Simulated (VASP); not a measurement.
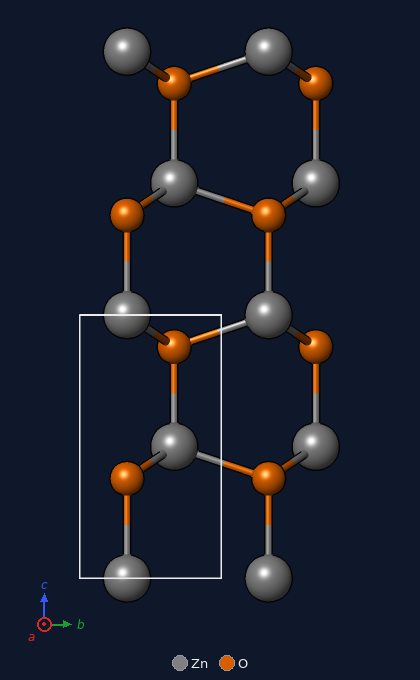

Projection along an edge of the hexagonal mesh, stacking direction c upwards. Every atom sits on one of the three columns of the mesh; call them A, B, C in the order in which they first turn up. The sequence starts with the first layer at or above the cell's origin.

The compound is ZnO, taken as the end point of a relaxation with VASP, VASP Kohn-Sham DFT of a periodic cell, r2SCAN, VASP PAW PBE potentials, recommended.

**Read off the stacking sequence over one period.**

Zn(A) – O(A) – Zn(B) – O(B) (four layers in 5.22 Å).

**How are the O layers alone stacked?**

O layers alone: AB, the hexagonal close-packed type.

**Which positions between or in the O layers do the other atoms fill?**

Zn: two tetrahedral sites in each hexagonal cell.

**What short polytype symbol fits?**

Polytype symbol 2H, the symbol of a tetrahedral polytype (number of double layers in the repeat and lattice).
